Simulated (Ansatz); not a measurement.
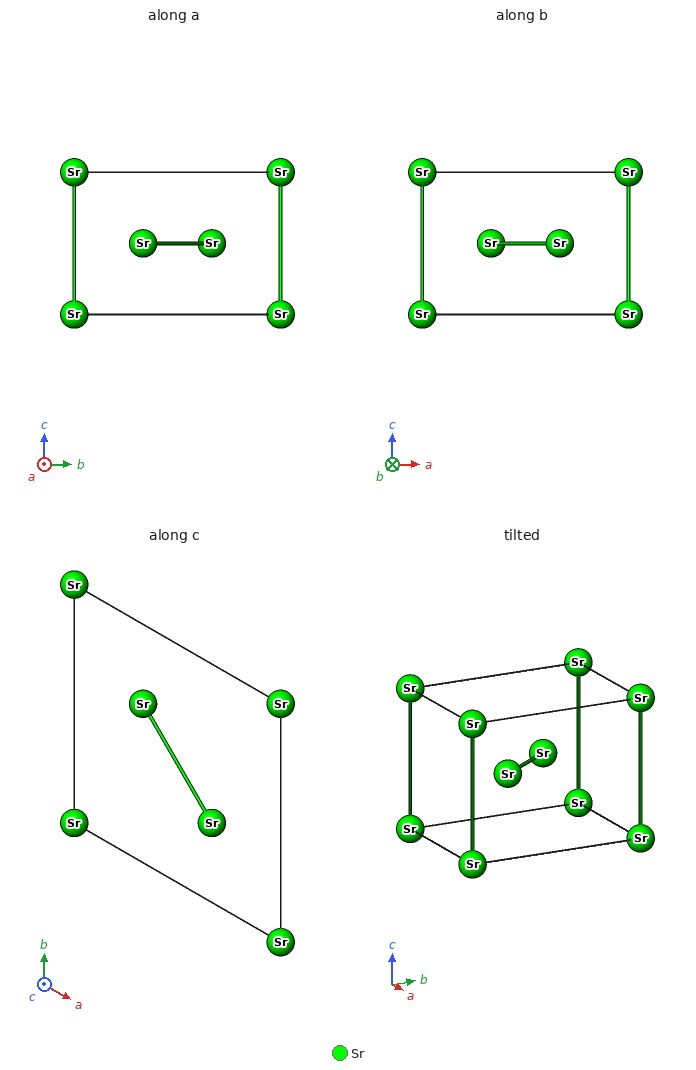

Figure: ball-and-stick view along the a axis, along the b axis, along the c axis and slightly off an axis. One conventional unit cell is framed, with atoms on its boundary repeated.

Lattice parameters: a = 6.7289 Å, b = 6.7289 Å, c = 4.0139 Å, α = 90.000°, β = 90.000°, γ = 120.000°.

Question: From the views, write a CIF with its space group and independent sites.

Answer:
```cif
data_structure
_symmetry_space_group_name_H-M 'P 6/m m m'
_symmetry_Int_Tables_number 191
_cell_length_a 6.7289
_cell_length_b 6.7289
_cell_length_c 4.0139
_cell_angle_alpha 90.000
_cell_angle_beta 90.000
_cell_angle_gamma 120.000
_cell_volume 157.39
loop_
_atom_site_label
_atom_site_type_symbol
_atom_site_symmetry_multiplicity
_atom_site_Wyckoff_symbol
_atom_site_fract_x
_atom_site_fract_y
_atom_site_fract_z
_atom_site_occupancy
Sr1 Sr 1 a 0.0000 0.0000 0.0000 1
Sr2 Sr 2 d 0.3333 0.6667 0.5000 1
```

The cell started as a structure type filled with this element by a generator (whether the element takes this form wasn't checked). Earlier steps of the study may have refined or changed the cell and positions. It was the input of a calculation with Ansatz.
